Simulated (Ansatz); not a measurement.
System: CaF₂, space group Fm-3m (No. 225).

Starting cell:
```xyz
3
Lattice="0.0000 2.5240 2.5240 2.5240 0.0000 2.5240 2.5240 2.5240 0.0000" Properties=species:S:1:pos:R:3 pbc="T T T"
Ca    0.0000    0.0000    0.0000
F     1.2620    1.2620    1.2620
F     3.7860    3.7860    3.7860
```

Calculation (Ansatz 0.2.0): Born effective charges by linear response at the zone centre, in units of the proton charge, Cartesian axes of the given cell; plane waves with PAW datasets. Level: PBEsol, no spin polarisation.

- wave cutoff: 420 eV
- k mesh: 8×8×8
- occupations: fixed
- pressure: 30 GPa

Describe the result: the mean Born effective charge of each atom. The cases: Ca; F 1; F 2.

The largest in size is that of Ca, 2.44 e, and the charges add up to 0.00 e. The charges are isotropic.

| atom | mean Born effective charge (e) |
| --- | --- |
| Ca | 2.441 |
| F 1 | −1.220 |
| F 2 | −1.220 |

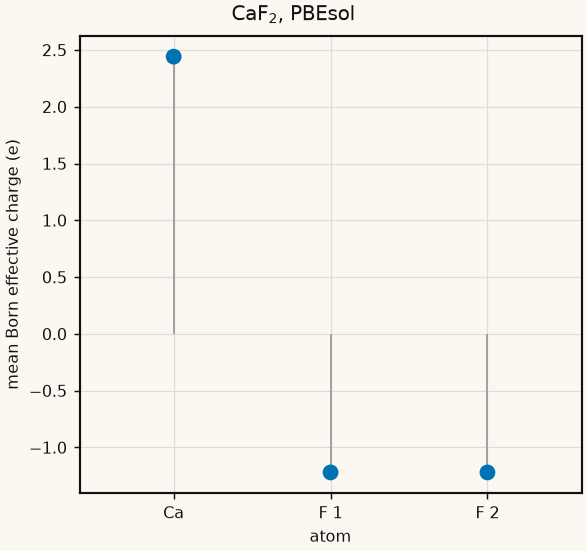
